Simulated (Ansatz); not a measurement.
# SnO₂: single-point calculation (part 2 of 2)

The same run, continued: SnO₂ (slab, 24 atoms in the cell); DFT r2SCAN, scalar-relativistic, plane waves, PAW, no spin polarisation (Ansatz 0.2.0); cutoff 500 eV, 8×4×1 k-mesh, Gaussian smearing of 0.05 eV. The structure derives from a Materials Project entry. It belongs to a series of runs on one base structure; here: (1 1 0) slab cut from the bulk.

Geometry of the input (Å; fractional positions):
```
3.2007  0.0000  0.0000
0.0000  6.7316  0.0000
0.0000  0.0000  27.7104
O  0.0000  0.0001  0.2707
O  0.5000  0.6941  0.3178
Sn 0.5000  0.0000  0.3178
Sn 0.0000  0.5000  0.3178
O  0.5000  0.3059  0.3178
O  0.0000  1.0000  0.3650
O  0.0000  0.5001  0.3921
O  0.5000  0.1941  0.4393
Sn 0.5000  0.5001  0.4393
Sn 0.0000  0.0001  0.4393
O  0.5000  0.8060  0.4393
O  0.0000  0.5000  0.4864
O  0.0000  0.0001  0.5136
O  0.5000  0.6942  0.5607
Sn 0.5000  0.0001  0.5607
Sn 0.0000  0.5001  0.5607
O  0.5000  0.3060  0.5607
O  0.0000  0.0000  0.6079
O  0.0000  0.5001  0.6350
O  0.5000  0.1942  0.6822
Sn 0.5000  0.5001  0.6822
Sn 0.0000  0.0001  0.6822
O  0.5000  0.8060  0.6822
O  0.0000  0.5001  0.7293
```

## Output, continued
```
  k-point 0: bands = ["-22.0935", "-22.0933", "-21.4321", "-21.3313", "-21.2628", "-21.2628", "-21.2531", "-21.2385", "-21.2385", "-21.2292", "-21.1733", "-21.1732", "-21.0597", "-20.7867", "-20.4607", "-20.4451", "-20.3837", "-20.3828", "-20.3547", "-20.3362", "-20.2469", "-20.2449", "-20.2377", "-20.2181", "-20.2109", "-20.2093", "-20.1256", "-20.1242", "-20.0468", "-20.0452", "-19.9869", "-19.9866", "-19.6233", "-19.6069", "-19.4164", "-19.4164", "-19.4101", "-19.4101", "-19.3312", "-19.3172", "-19.3172", "-19.1400", "-18.7211", "-18.4826", "-18.4825", "-17.9422", "-17.8347", "-17.7783", "-17.7203", "-17.6707", "-17.5919", "-17.2289", "-16.3774", "-15.9060", "-15.3306", "-15.3292", "-7.6666", "-7.1535", "-6.3770", "-5.6279", "-5.0854", "-4.7311", "-4.1330", "-3.8831", "-3.8775", "-3.7822", "-3.7290", "-3.6838", "-3.6555", "-3.6228", "-3.3133", "-3.1807", "-2.9354", "-2.8254", "-2.5793", "-2.5278", "-2.3325", "-2.1947", "-2.0402", "-1.7579", "-1.6729", "-1.6728", "-1.6510", "-1.5997", "-1.5770", "-1.4994", "-1.3216", "-1.3128", "-1.2384", "-1.0670", "-1.0518", "-0.9826", "-0.9433", "-0.6783", "-0.6191", "-0.5634", "-0.3605", "0.0304", "0.1056", "0.3130", "0.7894", "0.7898", "1.0345", "1.0431", "1.7874", "1.9739", "3.2402", "4.6766", "5.8013", "5.9454", "6.3726", "6.6776", "7.1178", "7.1797", "7.2215", "7.4001", "7.5861", "7.8247", "7.8554", "8.3100", "8.4022", "8.4713", "8.6639", "9.1254", "9.7882", "10.5716", "10.8655", "10.8842"]
  k-point 1: bands = ["-22.0700", "-22.0697", "-21.3830", "-21.3109", "-21.2624", "-21.2624", "-21.2439", "-21.2385", "-21.2385", "-21.1787", "-21.1733", "-21.1732", "-21.0821", "-20.8289", "-20.4730", "-20.4675", "-20.3846", "-20.3836", "-20.3830", "-20.3819", "-20.2390", "-20.2367", "-20.2350", "-20.2295", "-20.2156", "-20.2093", "-20.1359", "-20.1347", "-20.0482", "-20.0470", "-19.9868", "-19.9867", "-19.5903", "-19.5829", "-19.4164", "-19.4164", "-19.4111", "-19.4108", "-19.3180", "-19.3180", "-19.3055", "-19.1660", "-18.8079", "-18.6321", "-18.5427", "-18.3567", "-17.9980", "-17.9528", "-17.5701", "-17.3528", "-17.0941", "-16.9659", "-16.4378", "-16.0001", "-15.3023", "-15.3015", "-7.4854", "-7.0476", "-6.3582", "-5.8383", "-5.5619", "-5.3315", "-4.6703", "-4.3093", "-3.6373", "-3.6364", "-3.5941", "-3.5761", "-3.2297", "-3.2195", "-3.1529", "-2.9625", "-2.8335", "-2.7348", "-2.6317", "-2.3697", "-2.3687", "-2.3387", "-2.0140", "-1.9406", "-1.9050", "-1.8331", "-1.6412", "-1.5277", "-1.4557", "-1.3957", "-1.3837", "-1.2891", "-1.2004", "-1.0740", "-1.0731", "-1.0580", "-0.9347", "-0.9020", "-0.5511", "-0.5274", "-0.4169", "-0.1116", "0.3656", "0.4199", "0.7980", "0.7982", "0.9324", "0.9454", "2.1420", "2.2229", "3.6016", "4.8778", "5.4620", "5.7762", "6.1987", "6.4454", "7.1114", "7.1867", "7.2678", "7.4340", "7.7183", "7.8058", "7.9987", "8.2214", "8.4923", "8.5170", "8.7698", "9.2334", "9.8818", "10.0750", "10.2898", "10.6909"]
  k-point 2: bands = ["-22.0453", "-22.0453", "-21.3150", "-21.3150", "-21.2619", "-21.2619", "-21.2385", "-21.2385", "-21.1881", "-21.1881", "-21.1733", "-21.1732", "-20.9783", "-20.9783", "-20.4990", "-20.4990", "-20.4156", "-20.4156", "-20.3833", "-20.3833", "-20.2395", "-20.2395", "-20.2231", "-20.2231", "-20.2112", "-20.2112", "-20.1484", "-20.1484", "-20.0492", "-20.0492", "-19.9868", "-19.9868", "-19.5500", "-19.5500", "-19.4164", "-19.4164", "-19.4122", "-19.4122", "-19.3189", "-19.3189", "-19.2230", "-19.2230", "-18.8844", "-18.8843", "-18.5635", "-18.5635", "-17.9903", "-17.9902", "-17.3951", "-17.3950", "-16.7031", "-16.7031", "-16.3270", "-16.3269", "-15.2728", "-15.2727", "-7.0025", "-7.0024", "-6.4570", "-6.4567", "-5.6689", "-5.6684", "-4.7903", "-4.7898", "-3.5810", "-3.5807", "-3.4946", "-3.4946", "-3.0110", "-3.0110", "-2.9380", "-2.9379", "-2.6202", "-2.6202", "-2.4820", "-2.4819", "-2.1842", "-2.1842", "-2.1825", "-2.1822", "-1.9358", "-1.9354", "-1.7341", "-1.7340", "-1.5164", "-1.5163", "-1.2977", "-1.2977", "-1.1666", "-1.1665", "-1.0689", "-1.0688", "-0.8821", "-0.8821", "-0.4728", "-0.4728", "-0.3210", "-0.3210", "0.5284", "0.5285", "0.8065", "0.8066", "0.8301", "0.8302", "2.4776", "2.4776", "4.5203", "4.5204", "5.3640", "5.3643", "6.0699", "6.0701", "7.2448", "7.2451", "7.3258", "7.3262", "7.9621", "7.9629", "8.0336", "8.0343", "8.5822", "8.5823", "9.2106", "9.2107", "9.5810", "9.5810", "10.2285", "10.2287"]
  k-point 14: bands = ["-22.2067", "-22.2067", "-21.6639", "-21.6639", "-21.3949", "-21.3949", "-21.2656", "-21.2656", "-21.2255", "-21.2255", "-21.2203", "-21.2203", "-21.0325", "-21.0325", "-20.6594", "-20.6594", "-20.3542", "-20.3542", "-20.2531", "-20.2531", "-20.1941", "-20.1941", "-20.1552", "-20.1552", "-20.1177", "-20.1177", "-20.0799", "-20.0799", "-20.0301", "-20.0301", "-19.9925", "-19.9925", "-19.8958", "-19.8958", "-19.4163", "-19.4163", "-19.3917", "-19.3917", "-19.1919", "-19.1918", "-18.8398", "-18.8397", "-18.1333", "-18.1332", "-18.0767", "-18.0766", "-17.0355", "-17.0355", "-16.4711", "-16.4710", "-16.1895", "-16.1894", "-15.9100", "-15.9099", "-14.3379", "-14.3378", "-7.4362", "-7.4361", "-6.7609", "-6.7606", "-6.6450", "-6.6448", "-6.0591", "-6.0591", "-5.5406", "-5.5406", "-5.0086", "-5.0086", "-4.9483", "-4.9482", "-4.6910", "-4.6910", "-4.2458", "-4.2457", "-3.7225", "-3.7225", "-3.1494", "-3.1493", "-2.7772", "-2.7770", "-1.8658", "-1.8656", "-1.6784", "-1.6777", "-1.4027", "-1.4027", "-1.1158", "-1.1151", "-1.0965", "-1.0962", "-0.9567", "-0.9558", "-0.8553", "-0.8550", "-0.8381", "-0.8377", "-0.5941", "-0.5940", "-0.4351", "-0.4350", "0.9439", "0.9440", "1.0997", "1.0998", "3.6493", "3.6494", "6.9391", "6.9392", "7.1346", "7.1347", "8.0209", "8.0210", "8.1142", "8.1144", "8.2483", "8.2484", "9.0855", "9.0857", "10.0073", "10.0075", "10.6946", "10.6947", "11.2375", "11.2375", "11.6377", "11.6379", "12.0745", "12.0753"]
```

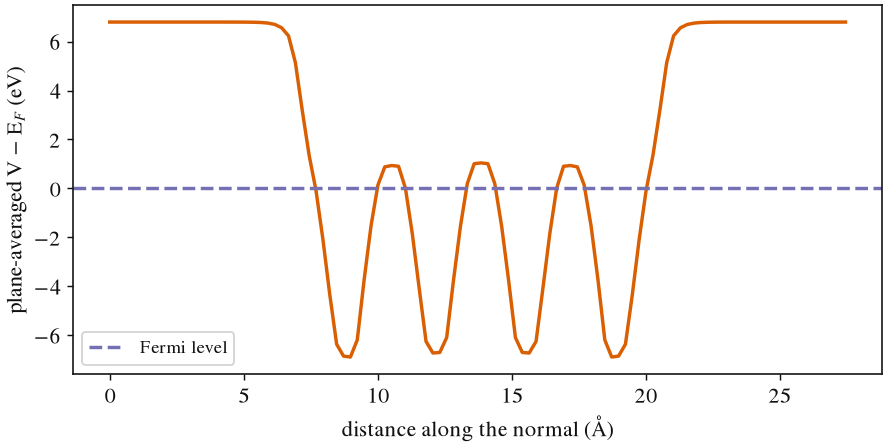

**Figure 1.** Plane average of the electrostatic potential energy of an electron across the cell, from the Fermi level. The vacuum level lies 6.80 eV above the Fermi level.

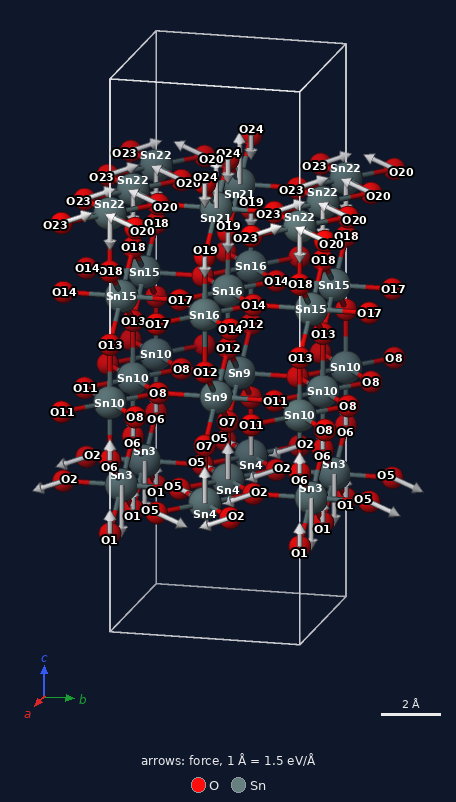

**Figure 2.** Forces on the atoms as white arrows (ball-and-stick view of the 2 × 1 repeat of the cell, with the vacuum cut short, seen slightly off an axis; bonded neighbours outside the cell are drawn too; atoms are numbered from 1 in the order of the input); the smallest are left out. The largest act on Sn3, Sn21 (2.83 eV/Å); Sn4, Sn22 (2.02 eV/Å); O2, O5, O20, O23 (1.81 eV/Å); O1, O24 (1.35 eV/Å), among others. The geometry is not a stationary point of this energy.

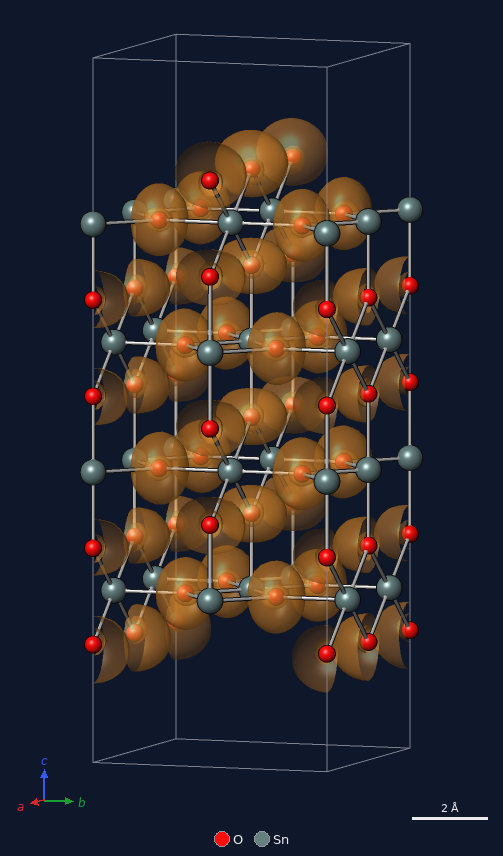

**Figure 3.** Isosurface of the ELF at 0.7 (orange), seen slightly off an axis. Core shells and regions of very low density are left out. Sticks mark near contacts. Profiles from the grid: Sn–O (2.06 Å): the ELF is about 0.25 at the midpoint. In a PAW calculation such maps are meaningful between the atoms, not at the nuclei.

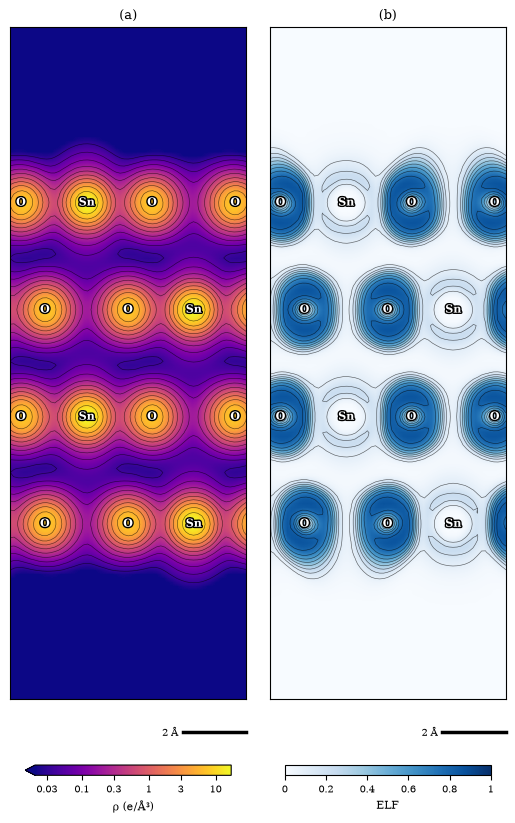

**Figure 4.** (a) valence pseudo-density; (b) electron localisation function on the (100) plane of the calculation cell, a cut from vacuum to vacuum. Atoms in the plane: O and Sn. Sn–O (2.06 Å): ρ at the midpoint is about 0.63 e/Å³; the ELF is about 0.20 at the midpoint. The density dies away to nearly zero in the vacuum.

## Key numbers

- outcome: converged
- electrons treated: 208
- free energy: −57405.0136 eV
- work function, top face: 6.80 eV
- work function, bottom face: 6.80 eV
- Fermi energy: 1.471 eV
- gap on the k-point mesh: 0.64 eV
- work function (upper face): 6.80 eV
- largest force (length of the vector): 2.831 eV/Å
- hardware: 2 threads of Intel Xeon @ 2.50GHz (Skylake/Cascade Lake), 189 GiB of memory available, shared host
- wall time: 4.8 min (CPU time 9.4 min)
- peak memory: 2.6 GiB

## Remarks

Warnings of the run: the exchange-correlation potential is rough where the density is thin.
